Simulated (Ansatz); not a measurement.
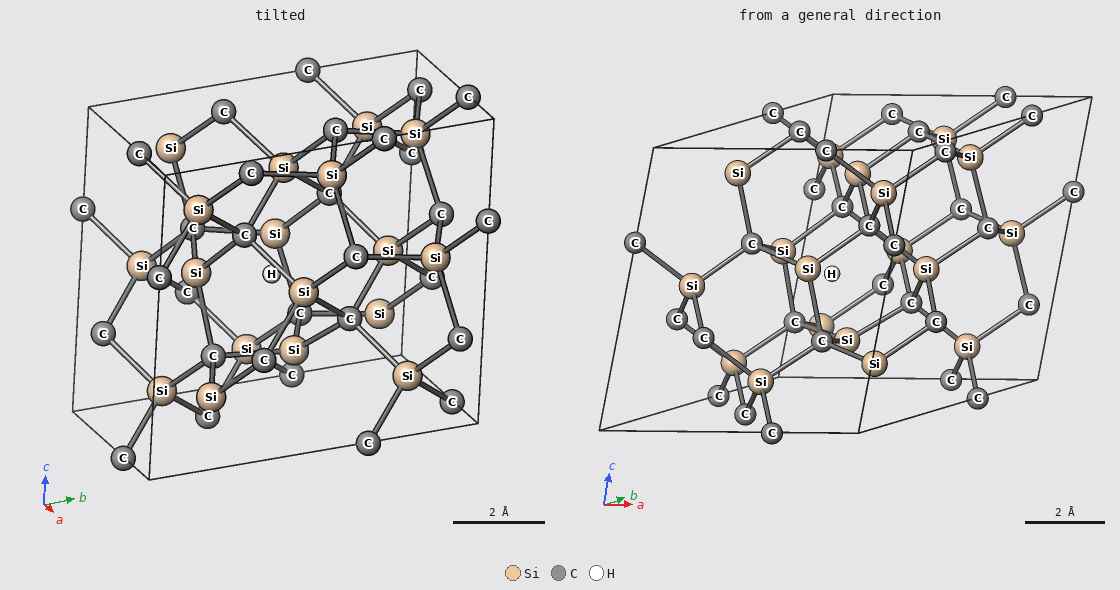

Shown here is a ball-and-stick view of the crystal, taken slightly off an axis and from a general direction. Atoms at the boundary of the supercell (the box) are drawn once for each face, edge or corner they touch. The host is SiC, in a cell of 36 sites, and the cell carries a charge of -1.

> What imperfection does the supercell contain?

An interstitial hydrogen atom. It is bonded to no bonds drawn.

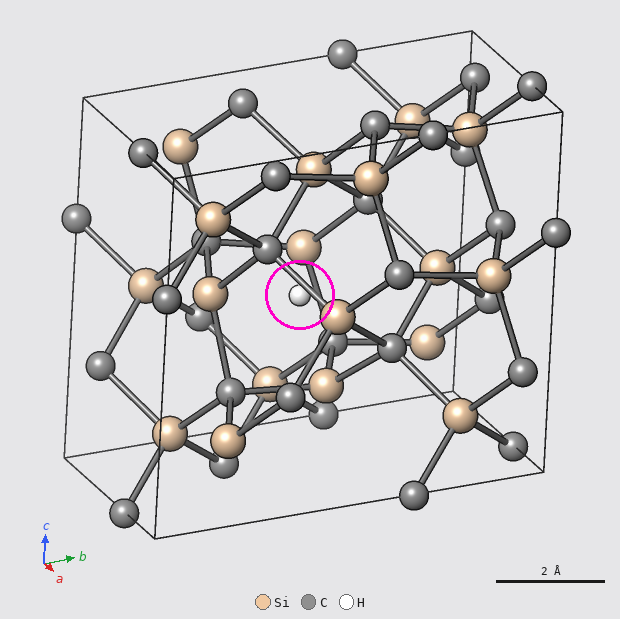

The same cell with a ring at the defect's site.

The atoms were relaxed in the host's cell with DFT PBE, scalar-relativistic, plane waves, PAW in Ansatz 0.2.0.
